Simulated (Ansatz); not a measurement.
**Single-point calculation, with input and output: Ni (part 1 of 2)**

System: Ni (16 atoms in the cell).
Method: DFT PBE, scalar-relativistic, plane waves, PAW, spin-polarised (Ansatz 0.2.0).

The structure derives from a Materials Project entry. It belongs to a series of runs on one base structure; here: the perfect crystal in a cell of 16 atoms. Figures and captions count atoms from 1; the log counts them from 0 in places.

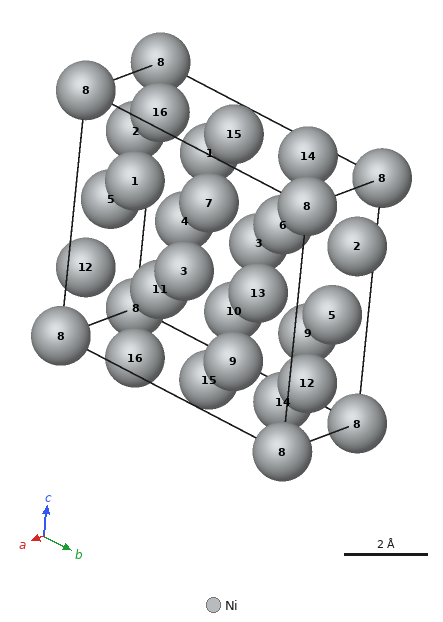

The structure (spheres-only view of the cell of the calculation, seen slightly off an axis; atoms are numbered from 1 in the order of the input).

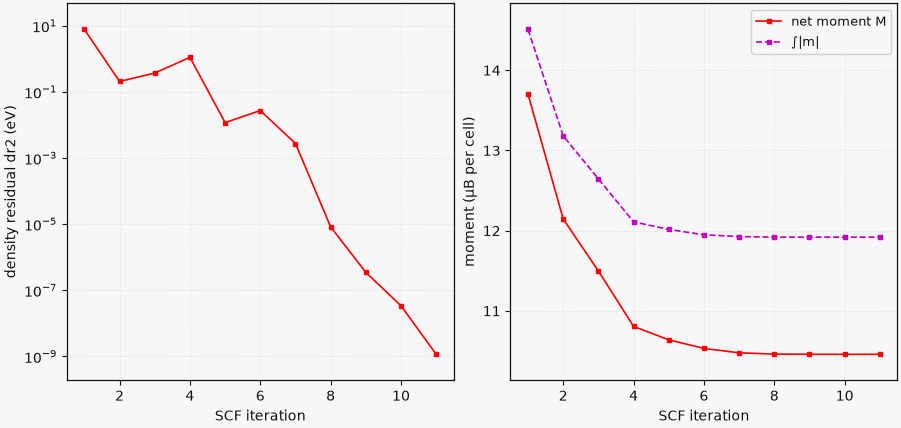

Convergence of the self-consistent field: density residual dr2 and magnetic moment against the SCF iteration. The residual falls unevenly and jumps up by a factor of two or more 2 times on the way down. The net moment goes from 13.7 to 10.5 μB per cell.

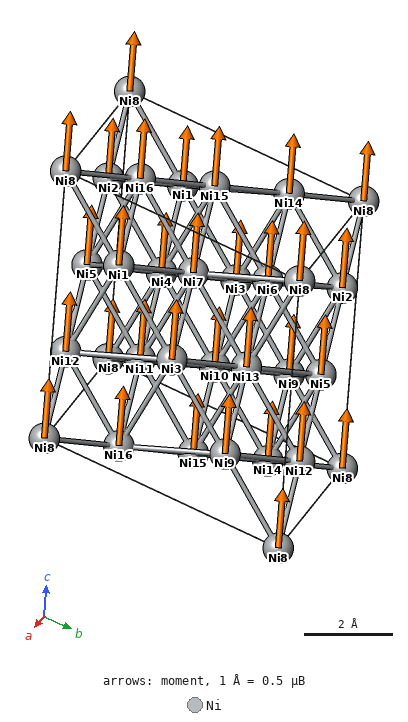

Magnetic moments of the sites as orange arrows (ball-and-stick view of the cell of the calculation, seen slightly off an axis; atoms are numbered from 1 in the order of the input); small moments hardly show. The run is collinear, so the axis drawn is arbitrary. Site moments: all 16 Ni atoms (0.69 μB). They are counted near the atoms and needn't add up to the moment of the cell.

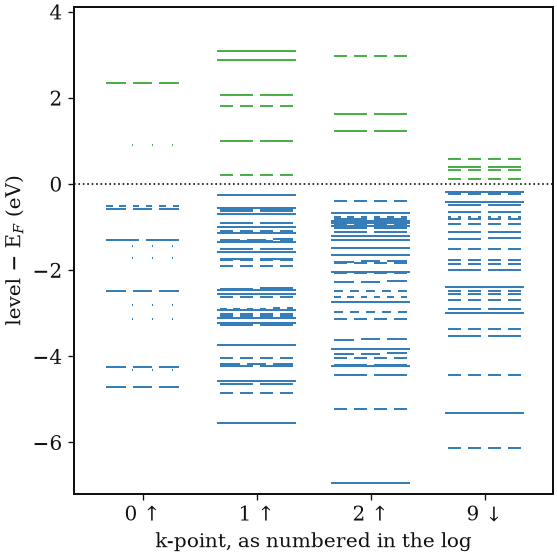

Kohn–Sham levels near the Fermi level (dotted) at the few k-points that the log prints; levels within 0.02 eV of each other stand side by side. The system is metallic on the full mesh.

These pictures come from the run below.

Input file
```yaml
crystal:
  lattice:
    - [3.5184795946, 3.5184795946, 3.5184795946]
    - [-3.5184795946, -3.5184795946, 3.5184795946]
    - [3.5184795946, -3.5184795946, -3.5184795946]
  atoms:
    - { symbol: Ni, position: [0.0, 0.25, 0.75], spin: 0.75 }
    - { symbol: Ni, position: [0.25, 0.0, 0.75], spin: 0.75 }
    - { symbol: Ni, position: [0.0, 0.5, 0.5], spin: 0.75 }
    - { symbol: Ni, position: [0.25, 0.25, 0.5], spin: 0.75 }
    - { symbol: Ni, position: [0.5, 0.0, 0.5], spin: 0.75 }
    - { symbol: Ni, position: [0.5, 0.75, 0.75], spin: 0.75 }
    - { symbol: Ni, position: [0.75, 0.5, 0.75], spin: 0.75 }
    - { symbol: Ni, position: [0.0, 0.0, 0.0], spin: 0.75 }
    - { symbol: Ni, position: [0.0, 0.75, 0.25], spin: 0.75 }
    - { symbol: Ni, position: [0.25, 0.5, 0.25], spin: 0.75 }
    - { symbol: Ni, position: [0.5, 0.25, 0.25], spin: 0.75 }
    - { symbol: Ni, position: [0.75, 0.0, 0.25], spin: 0.75 }
    - { symbol: Ni, position: [0.75, 0.75, 0.5], spin: 0.75 }
    - { symbol: Ni, position: [0.25, 0.75, 0.0], spin: 0.75 }
    - { symbol: Ni, position: [0.5, 0.5, 0.0], spin: 0.75 }
    - { symbol: Ni, position: [0.75, 0.25, 0.0], spin: 0.75 }
basis:
  ecutwfc: 420
  xc_grid: 2
kpoints:
  mp_grid: { grid: [5, 5, 5], shift: [0.0, 0.0, 0.0] }
hamiltonian:
  xc: pbe
scf:
  occupations: { method: gaussian, width: 0.1 }
output:
  forces: true
  stress: true
  eigenvalues: true
  populations: true
magnetization:
  spin_polarized: true
```

Run as:
```bash
ansatz run input.yaml --threads 4 --pin off --max-ram 8192MiB --backend cpu --events-out ev --progress --plain --runs-dir out
```

The program's output
```
Engine: ansatz 0.2.0, x86_64-unknown-linux-gnu
Pseudopotentials: kind: paw
Pseudopotential: Ni, paw, valence charge 18, recommended cutoff 420 eV (normal), Ni.paw.azcp
Functional definition: PBE
  parameter kappa = 0.804
  parameter beta = 0.06672455060314922
  exchange = pbe_x(kappa = kappa, mu = beta*pi^2/3)
  correlation = pbe_c(beta = beta)
Crystal: 16 atoms, lattice volume = 174.231 Å³
Basis set: ecut = 420 eV, 3463 PW (Γ), exchange–correlation on 90×90×90 points (8 copies of the dense FFT grid, shifted against one another)
Bands: 180, of which v1, the nominal top of the filled ones, is band 144 counted from 1 (143 counted from 0)
Symmetry: 768 space group operations
Space group: Fm-3m (ITA 225), of the structure as read, at distance tolerance 5.6e-5 Å
Magnetic group: BNS 225.116 (UNI 1618), of the structure as read, at distance tolerance 5.6e-5 Å
k-points: 10 of 125
Non-local potential: Ni, projectors of the file, l = 0: 3, l = 1: 2, l = 2: 3, l = 3: 1
PAW form: soft (Blöchl's): semilocal exchange-correlation on the pseudo side does not see the compensation charge
PAW one-centre angular grid: Ni, 590 points (default); XC on 64 Gauss nodes
Initial density: superposition of atomic densities (chi_scale 0.1, normalization cell)
Starting moments: Σ|m| = 12 μB on 16 of 16 sites
Initial wavefunctions: pseudopotential atomic-orbital guess
Functional: x = pbe(κ = 0.804, μ = 0.2195149727645171), c = pbe(β = 0.06672455060314922)
iter 1 solved again at ethr=2.70e-3 eV; its pass at ethr=3.10e-3 eV (dr2=7.76e0 eV) is discarded
SCF iter   1: F=—  HF=-93423.091862 eV  |F-HF|=—  |Δ(HF+E_count)|=         —  Δρ=8.15e-2 (↑1.04e-2 ↓8.15e-2)  dr2=7.77e0  dr2_m=2.46e0  M=13.700 μB ∫|m|=14.509 μB  β_m=0.30  ethr=2.70e-3  ⟨swp⟩=1.9  Hψ=14843  notcnv=0
Mixer restart at iter 1: flushing history
preconditioner: auto → Kerker (q_TF=auto, 2.967 Å⁻¹)  [metal: Δε(μ)=0.010 eV  Ē_g=8.315 eV  σ=0.100 eV  W_gap=0.06  n_scr=78 (ndim 8)  ℏωp=35.6 eV  f_vac=0.000  D(μ)=21.92/eV (n_scr^D=320)]
spin=Collinear: Kerker preconditioning applied to the charge; magnetization (m = ρ↑ − ρ↓) channel mixes plain (no charge-response kernel on spin).
SCF iter   2: F=—  HF=-93422.182283 eV  |F-HF|=—  |Δ(HF+E_count)|=   9.10e-1  Δρ=2.27e-2 (↑2.27e-2 ↓1.58e-2)  dr2=2.07e-1  dr2_m=3.72e-1  M=12.145 μB ∫|m|=13.181 μB  β_m=0.32  ethr=2.70e-3  ⟨swp⟩=2.0  Hψ=5632  notcnv=0
SCF iter   3: F=—  HF=-93427.181764 eV  |F-HF|=—  |Δ(HF+E_count)|=    5.00e0  Δρ=1.67e-2 (↑1.67e-2 ↓1.17e-2)  dr2=3.73e-1  dr2_m=6.40e-2  M=11.497 μB ∫|m|=12.646 μB  β_m=0.55  ethr=7.19e-5  ⟨swp⟩=2.0  Hψ=6281  notcnv=0  defer=434
SCF iter   4: F=—  HF=-93433.996252 eV  |F-HF|=—  |Δ(HF+E_count)|=    6.81e0  Δρ=1.98e-2 (↑1.40e-2 ↓1.98e-2)  dr2=1.11e0  dr2_m=2.46e-2  M=10.806 μB ∫|m|=12.110 μB  β_m=0.50  ethr=7.19e-5  ⟨swp⟩=2.0  Hψ=6472  notcnv=0  defer=434
SCF iter   5: F=—  HF=-93435.484023 eV  |F-HF|=—  |Δ(HF+E_count)|=    1.49e0  Δρ=4.02e-3 (↑4.02e-3 ↓2.36e-3)  dr2=1.18e-2  dr2_m=6.63e-3  M=10.639 μB ∫|m|=12.015 μB  β_m=0.63  ethr=7.19e-5  ⟨swp⟩=2.0  Hψ=6793  notcnv=0  defer=434
SCF iter   6: F=—  HF=-93435.545205 eV  |F-HF|=—  |Δ(HF+E_count)|=   6.12e-2  Δρ=3.82e-3 (↑1.33e-3 ↓3.82e-3)  dr2=2.73e-2  dr2_m=4.67e-3  M=10.532 μB ∫|m|=11.949 μB  β_m=0.81  ethr=4.09e-6  ⟨swp⟩=2.1  Hψ=6787  notcnv=0  defer=456
SCF iter   7: F=—  HF=-93435.600136 eV  |F-HF|=—  |Δ(HF+E_count)|=   5.49e-2  Δρ=1.16e-3 (↑4.16e-4 ↓1.16e-3)  dr2=2.74e-3  dr2_m=3.88e-4  M=10.477 μB ∫|m|=11.926 μB  β_m=0.91  ethr=4.09e-6  ⟨swp⟩=2.0  Hψ=5183  notcnv=0  defer=434
SCF iter   8: F=—  HF=-93435.604032 eV  |F-HF|=—  |Δ(HF+E_count)|=   3.90e-3  Δρ=4.78e-5 (↑4.14e-5 ↓4.78e-5)  dr2=8.22e-6  dr2_m=5.71e-7  M=10.461 μB ∫|m|=11.920 μB  β_m=0.95  ethr=9.52e-7  ⟨swp⟩=2.0  Hψ=5124  notcnv=0  defer=434
SCF iter   9: F=—  HF=-93435.604064 eV  |F-HF|=—  |Δ(HF+E_count)|=   3.18e-5  Δρ=1.27e-5 (↑1.18e-5 ↓1.27e-5)  dr2=3.47e-7  dr2_m=1.32e-7  M=10.459 μB ∫|m|=11.919 μB  β_m=0.98  ethr=2.86e-9  ⟨swp⟩=2.1  Hψ=6386  notcnv=0  defer=434
SCF iter  10: F=—  HF=-93435.604065 eV  |F-HF|=—  |Δ(HF+E_count)|=   4.88e-7  Δρ=8.98e-6 (↑4.62e-6 ↓8.98e-6)  dr2=3.38e-8  dr2_m=7.04e-8  M=10.458 μB ∫|m|=11.919 μB  β_m=0.99  ethr=1.20e-10  ⟨swp⟩=2.0  Hψ=5825  notcnv=0  defer=434
SCF iter  11: F=-93435.604065 eV  HF=-93435.604065 eV  |F-HF|=3.64e-10  |Δ(HF+E_count)|=   7.73e-9  Δρ=6.10e-7 (↑6.10e-7 ↓5.37e-7)  dr2=1.15e-9  dr2_m=1.95e-11  M=10.459 μB ∫|m|=11.919 μB  ethr=1.17e-11  ⟨swp⟩=6.8  Hψ=13932  notcnv=0
SCF 1 converged in 11 iterations: F = -93435.604065 eV  dr2 = 1.15e-9
  greatest PAW one-centre occupation: 1.001 electrons in one spin orbital (limit 2), on the Ni atom at site 15 (counted from 0), in its partial waves of l = 1
SCF converged after 11 iterations
Magnetization: 10.4585 μB (149.2293 up, 138.7707 down)
Absolute magnetization: 11.9315 μB (∫|ρ↑−ρ↓|, with the PAW one-centre terms)
Spin contamination: 0.1169 ħ² per cell (⟨S²⟩ above its minimum at these occupations)
Per-site moments (μB) at R_I (Å): [(0.6927055689951952, 1.0262755720833636), (0.6927055689951952, 1.0262755720833636), (0.6927055689951948, 1.0262755720833636), (0.6927055689951952, 1.0262755720833638), (0.6927055689951951, 1.0262755720833636), (0.692705568995195, 1.0262755720833636), (0.6927055689951949, 1.0262755720833636), (0.6927055689951952, 1.0262755720833638), (0.6927055689951953, 1.0262755720833636), (0.6927055689951948, 1.0262755720833636), (0.6927055689951952, 1.0262755720833636), (0.6927055689951951, 1.0262755720833636), (0.692705568995195, 1.0262755720833636), (0.6927055689951948, 1.0262755720833636), (0.692705568995195, 1.0262755720833636), (0.6927055689951951, 1.0262755720833636)]
Free energy (F): -93435.604065 eV
Harris-Foulkes:  -93435.604065 eV  (|F-HF|=3.64e-10)
Internal energy: -93435.473278 eV  (E = F + TS)
E sigma→0 (E₀):  -93435.538671 eV
Entropy (-TS):   -0.130787 eV (-8.174 meV/atom)
Fermi energy:    18.168259 eV
--- Per-component energies (eV) ---
  E_band       = -4555.394758
  E_kinetic    = 4512.907888
  E_local      = -55012.409206  (includes V_loc(G=0)·N_el)
  E_nonlocal   = 10167.706128
  E_hartree    = 22962.326165
  E_xc         = -1356.766646
  E_vxc        = -1749.546027  (∫ρ·V_xc dr)
  E_paw        = -26073.226159  (= ΣΔE_a)
  E_vpaw       = -8398.710326  (= ΣTr[D̂ρ^β])
  E_aug_tail   = 0.009374  (compensation charges beyond the density's cutoff)
  E_ewald      = -48636.020822
  E_smearing   = -0.130787  (= −TS)
  E_closure    = 0.000000  (closes the sum)
  Σ components = -93435.604065   (vs F -93435.604065, Δ=0.00e0)
--- Forces (eV/Å), atoms counted from 1 ---
  atom   1  Ni     0.00000000     0.00000000     0.00000000
  atom   2  Ni    -0.00000000     0.00000000     0.00000000
  atom   3  Ni     0.00000000     0.00000000    -0.00000000
  atom   4  Ni     0.00000000     0.00000000     0.00000000
  atom   5  Ni    -0.00000000     0.00000000    -0.00000000
  atom   6  Ni    -0.00000000     0.00000000    -0.00000000
  atom   7  Ni     0.00000000     0.00000000     0.00000000
  atom   8  Ni     0.00000000    -0.00000000     0.00000000
  atom   9  Ni     0.00000000     0.00000000     0.00000000
  atom  10  Ni    -0.00000000    -0.00000000     0.00000000
  atom  11  Ni     0.00000000     0.00000000     0.00000000
  atom  12  Ni     0.00000000    -0.00000000    -0.00000000
  atom  13  Ni     0.00000000     0.00000000    -0.00000000
  atom  14  Ni     0.00000000     0.00000000     0.00000000
  atom  15  Ni    -0.00000000    -0.00000000    -0.00000000
  atom  16  Ni     0.00000000    -0.00000000     0.00000000
  max |Σ_I F_I| component: 1.14e-25 eV/Å
--- Stress (GPa, compression-positive) ---
        0.099857      -0.000000      -0.000000
       -0.000000       0.099857       0.000000
       -0.000000      -0.000000       0.099857
  P = ⅓ Tr σ = 0.0999 GPa (0.999 kbar)
--- Band table (eV; the first three rows and the last of 20) ---
```
